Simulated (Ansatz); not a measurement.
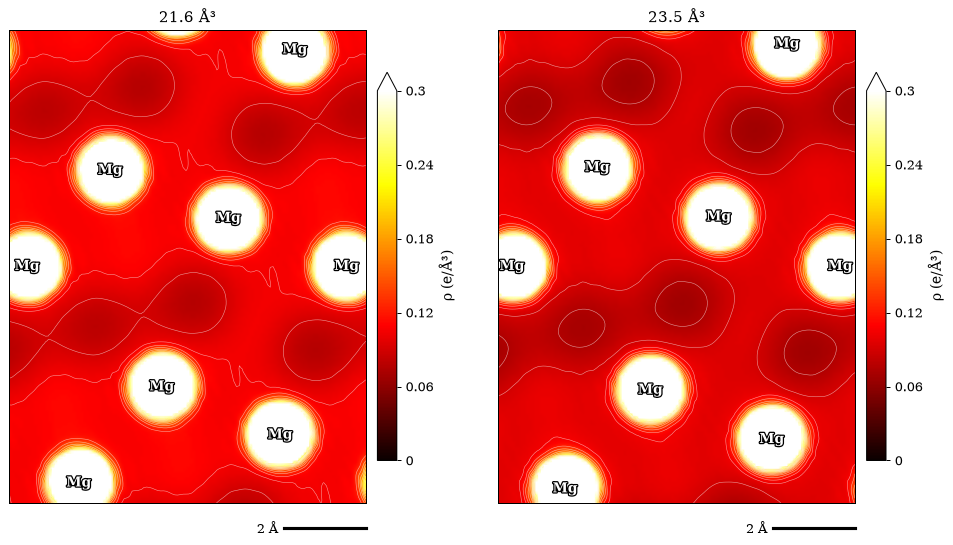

Mg. The valence charge density (pseudo) of cells scaled evenly to different volumes (given per atom above each panel), on the (101̄) plane of each (indices in the axes of the cell below), at one length scale and on one colour scale.

A structure from a database of computed crystals, not necessarily the ambient phase.

Level of theory: Kohn-Sham DFT of a periodic cell, PBE, Ansatz PAW in Ansatz.

Core electrons are frozen (PAW), and the valence fields are smoothed inside the atomic spheres.

The largest cell:

```xyz
3
Lattice="3.2273 0.0000 0.0000 -1.6137 0.9316 7.8012 1.6137 -2.7949 0.0000" Properties=species:S:1:pos:R:3 pbc="T T T"
Mg    3.2273   -1.8633    2.6071
Mg    0.0000    0.0000    5.1941
Mg    0.0000    0.0000    0.0000
```

| volume (Å³/atom) | Mg–Mg contact in the plane (Å) | ρ at its midpoint (e/Å³) | pressure (GPa) | 
| --- | --- | --- | --- |
| 21.65 | 3.104 | 0.107 | 2.5 | 
| 22.10 | 3.126 | ? | ? | 
| 23.46 | 3.188 | 0.098 | −0.6 | 

> Estimate the missing row, and compare with the calculation.

Over the known rows ln ρ falls by 1.05 per Å of Mg–Mg distance (the line through the two), which gives 0.105 e/Å³ at 3.126 Å; the calculation gives 0.105 e/Å³. For the pressure, a straight line in volume between the neighbouring rows gives 1.7 GPa; the calculation gives 1.6.
